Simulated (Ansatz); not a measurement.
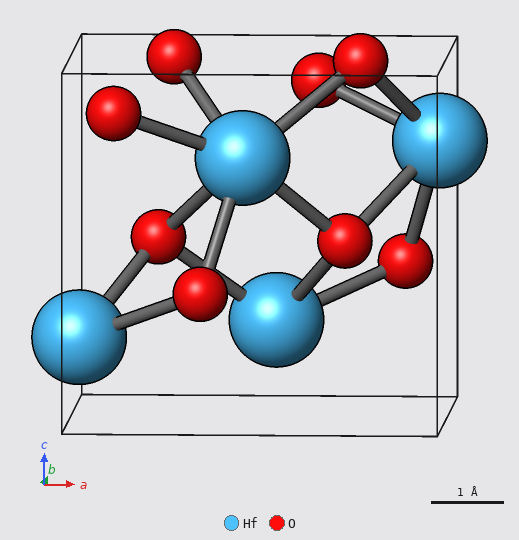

This is solid HfO$_{2}$ (set up in Pca2_1). Style: ball-and-stick. Shown: the cell of the calculation, from a free direction.

Method: DFT PBE, scalar-relativistic, plane waves, PAW in Ansatz 0.2.0. Settings: plane-wave cutoff 420 eV; k-point mesh 4 × 6 × 6; occupations gaussian; smearing width 0.02 eV; no spin polarisation.

Change: The volume is changed by −6.0 %. The cell's shape and the atoms are relaxed at that volume.

The input:
```yaml
crystal:
  lattice:
    - [5.1824334582, 0.0, 0.0]
    - [0.0, 4.9715381526, 0.0]
    - [0.0, 0.0, 4.9941950661]
  atoms:
    - { symbol: Hf, position: [0.0327784922, 0.2676885232, 0.2430770967] }
    - { symbol: Hf, position: [0.4672215078, 0.2676885232, 0.7430770967] }
    - { symbol: Hf, position: [0.5327784922, 0.7323114768, 0.2430770967] }
    - { symbol: Hf, position: [0.9672215078, 0.7323114768, 0.7430770967] }
    - { symbol: O, position: [0.3696076816, 0.0734356505, 0.3778107052] }
    - { symbol: O, position: [0.1303923184, 0.0734356505, 0.8778107052] }
    - { symbol: O, position: [0.7353468161, 0.4582762579, 0.4921121982] }
    - { symbol: O, position: [0.7646531839, 0.4582762579, 0.9921121982] }
    - { symbol: O, position: [0.2646531839, 0.5417237421, 0.9921121982] }
    - { symbol: O, position: [0.2353468161, 0.5417237421, 0.4921121982] }
    - { symbol: O, position: [0.8696076816, 0.9265643495, 0.3778107052] }
    - { symbol: O, position: [0.6303923184, 0.9265643495, 0.8778107052] }
basis:
  ecutwfc: 420
kpoints:
  mp_grid: { grid: [4, 6, 6] }
hamiltonian:
  xc: pbe
scf:
  occupations: { method: gaussian, width: 0.02 }
output:
  forces: true
  stress: true
  eigenvalues: true
relax:
  adjacent_minimum: "off"
  f_tol: 0.01
  max_steps: 30
  cell: { stress_tol: 0.1, fix: [volume] }
```

Launched with:
```bash
ansatz run input.yaml --threads 4 --pin off --max-ram 10240MiB --backend cpu --events-out ev --progress --plain --runs-dir out
```

Predict the response.

The energy rises by 28.8 meV per atom. Pressure: 0.0 GPa before, 14.2 GPa after. The gap on the k-mesh goes from 4.37 to 4.56 eV. Cell: a 5.294 → 5.190 Å (−2.0 %), b 5.069 → 4.974 Å (−1.9 %), c 5.101 → 4.984 Å (−2.3 %). Volume −6.0 %. The largest moves relative to the cell, 0.10 Å, are those of O5, O6, O11 and O12. O12 goes roughly along [−1 −1 −1]. By element the largest moves are O 0.10 Å, Hf 0.03 Å. Among the bonded contacts that change: Hf–O 2.280 → 2.170 Å, Hf–O 2.259 → 2.201 Å, Hf–O 2.153 → 2.102 to 2.147 Å, Hf–O 2.131 → 2.103 Å. The space group stays Pca2_1 (No. 29).

Drawn alike, the variant:

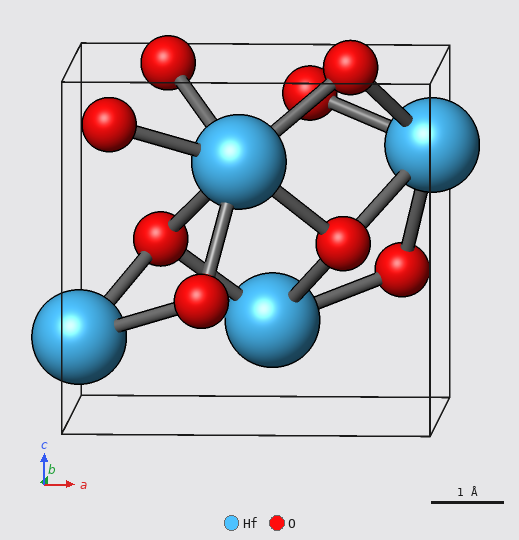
